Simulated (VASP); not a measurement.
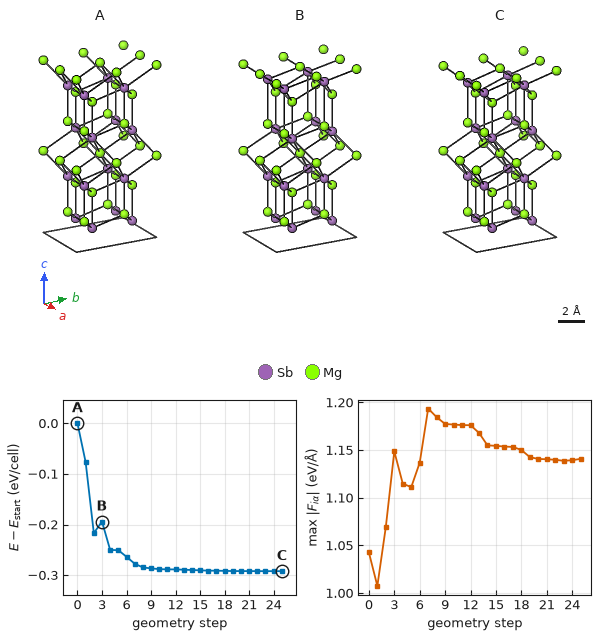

Frames of a relaxation of a slab of composition Mg3Sb2, marked on the history of the run. The picture is a ball-and-stick view of the 2 × 2 repeat of the cell, outlined in the plane, without the vacuum, seen slightly off an axis.

The run lets the atoms move in a fixed cell. 5 atoms are held fixed.

Theory: Kohn-Sham DFT of a periodic cell, PBEsol with D4, VASP PAW PBE potentials, recommended (VASP 6.6.1).

Input
```
SYSTEM = Mg3Sb2
PREC = Accurate
ENCUT = 520
EDIFF = 1E-7
ISMEAR = -1
SIGMA = 0.05
LREAL = .FALSE.
LASPH = .TRUE.
NELM = 80
ALGO = Normal
ISIF = 2
LWAVE = .FALSE.
LCHARG = .FALSE.
LDIPOL = .TRUE.
IDIPOL = 3
DIPOL = 0.5 0.5 0.495
GGA = PS
IVDW = 13
IBRION = 2
NSW = 60
EDIFFG = -0.01
```

Launched with:
```bash
cat potpaw_PBE.64/Sb/POTCAR potpaw_PBE.64/Mg/POTCAR > POTCAR
mpirun -np 1 vasp_std > vasp.out
```

Q: What happens along the run?

A: After 25 geometry steps the energy has fallen by 0.292 eV per cell of the calculation. Largest force component: 1 eV/Å at the start, 1.1 eV/Å at the end. The atom that moves furthest is a Mg atom (0.46 Å along the normal (−c)). By element the largest moves are Mg 0.46 Å, Sb 0.22 Å. The lattice vectors keep their values. Near-neighbour distances that change, for instance: Mg–Sb 2.861 → 3.189 Å, Mg–Sb 3.146 → 2.837 Å, Mg–Sb 2.820 → 2.931 Å, Mg–Sb 2.861 → 2.834 Å. Among the angles between lasting bonds that change: Sb–Mg–Sb 93.5° → 107.7°, Sb–Mg–Sb 108.6° → 102.8°, Sb–Mg–Sb 110.3° → 115.5°. From step 0 to 3: a Sb atom moves most (0.50 Å), energy −0.194 eV per cell of the calculation. From step 3 to 25: a Sb atom moves most (0.28 Å), energy −98.0 meV per cell of the calculation.
